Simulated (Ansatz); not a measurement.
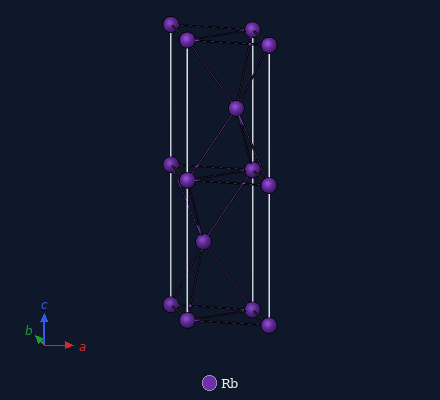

The structure; the drawing may span several cells.

Structure (in its standard cell), the end point of a relaxation with Ansatz 0.2.0, DFT, revPBE, plane waves (420 eV) with PAW, scalar-relativistic; the starting structure was generated, so it need not be a known form of this composition:

```
CELL_PARAMETERS angstrom
5.18262 0.00000 0.00000
-2.59131 4.48828 0.00000
0.00000 0.00000 17.10760
ATOMIC_POSITIONS crystal
Rb 0.00000 0.00000 0.00000
Rb 0.00000 0.00000 0.50000
Rb 0.33333 0.66667 0.25000
Rb 0.66667 0.33333 0.75000
```

> What does the kinematic electron diffraction pattern along [001] look like at 200 kV (B = 0.5 Å²)?

The spots form a hexagonal net with both shortest vectors at d = 4.49 Å, 60.0° apart. They are 1 -1 0 and 1 0 0. The pattern has symmetry 6mm. No reflection of this zone is absent.

Strongest reflections with d > 1.38 Å, one of each family (|F|² from tabulated Gaussian fits of the electron scattering factors, times a small damping for the curvature of the Ewald sphere):

```tsv
hkl	d (Å)	I (strongest = 100)
2 -1 0	2.591	100
3 0 0	1.496	32
1 0 0	4.488	14
2 0 0	2.244	5
3 -1 0	1.696	3
```

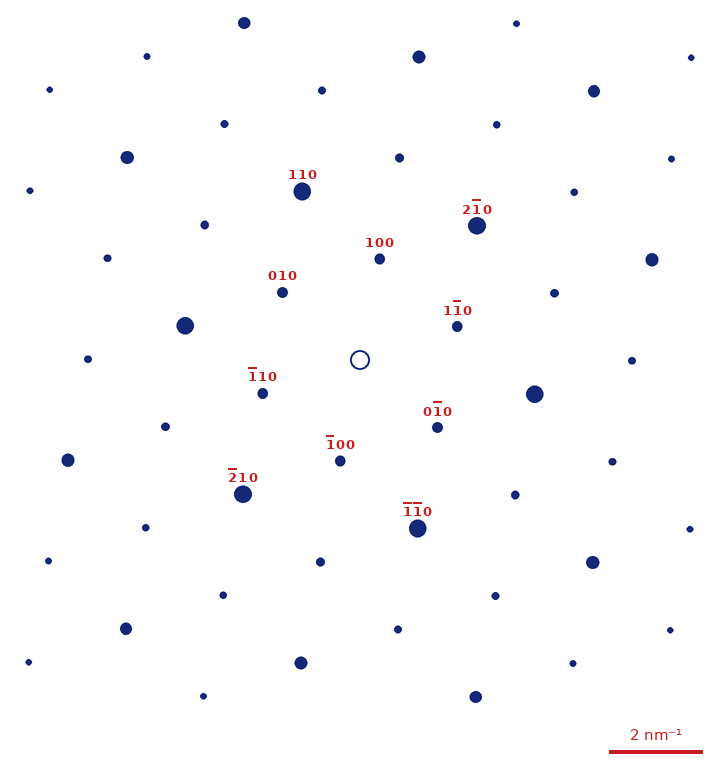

Calculated pattern, seen from the source side with [001] pointing towards the source.
